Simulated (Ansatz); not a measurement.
Consider Ga₄Sb₃ (slab).

Input

```
crystal:
  lattice:
    - [4.3212908981, 0.0, 0.0]
    - [0.0, 4.3212908981, 0.0]
    - [0.0, 0.0, 24.1668422925]
  atoms:
    - { symbol: Ga, position: [0.5, 0.5, 0.3103425722] }
    - { symbol: Sb, position: [0.5, 0.0, 0.3735617148] }
    - { symbol: Ga, position: [0.0, 0.0, 0.4367808574] }
    - { symbol: Sb, position: [0.0, 0.5, 0.5] }
    - { symbol: Ga, position: [0.5, 0.5, 0.5632191426] }
    - { symbol: Sb, position: [0.5, 0.0, 0.6264382852] }
    - { symbol: Ga, position: [0.0, 0.0, 0.6896574278] }
basis:
  ecutwfc: 420
kpoints:
  mp_grid: { grid: [8, 8, 1] }
hamiltonian:
  xc: pbesol
scf:
  occupations: { method: gaussian, width: 0.1 }
output:
  forces: true
  eigenvalues: true
  write_density: true
  write_potential: true
  elf: true
  volumetric_format: npy
relax:
  adjacent_minimum: "off"
  f_tol: 0.02
  max_steps: 60
efield:
  axis: 3
  dipole_correction: true
  ramp_width: 0.04
```

Command:

```sh
ansatz run input.yaml --threads 1 --pin off --max-ram 2560MiB --backend cpu --events-out ev --progress --plain --runs-dir out
```

The fields are those of the relaxed geometry.

Computed without spin polarisation.

Theory: DFT PBEsol, scalar-relativistic, plane waves, PAW in Ansatz.

Predict the valence pseudo-density and electron localisation function between the atoms.

Answer. Ga–Sb (2.64 Å): ρ at the midpoint is about 0.41 e/Å³; the ELF peaks at about 0.65 between the atoms.
Ga–Sb (2.74 Å): ρ at the midpoint is about 0.35 e/Å³; the ELF peaks at about 0.65 between the atoms.

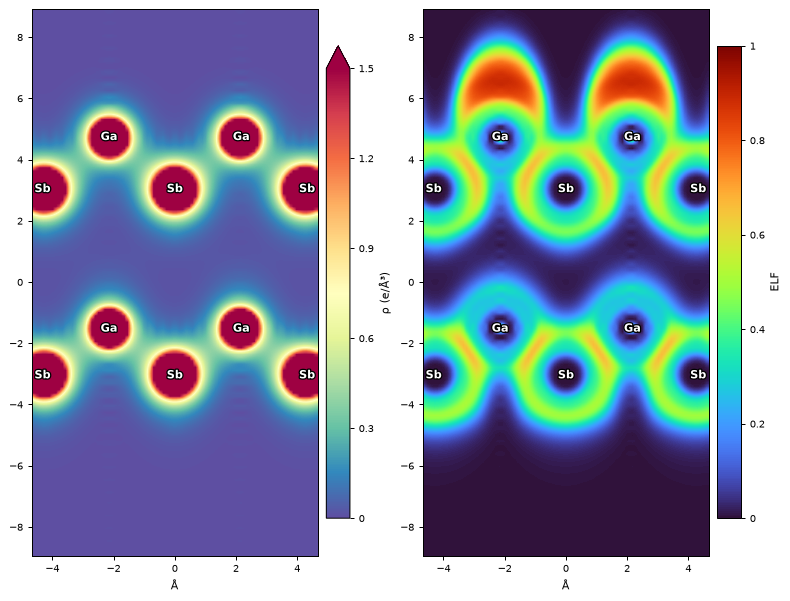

Computed valence pseudo-density and electron localisation function on the (010) plane of the calculation cell, a cut from vacuum to vacuum, in this order. 

In a PAW calculation such maps are meaningful between the atoms, not at the nuclei.
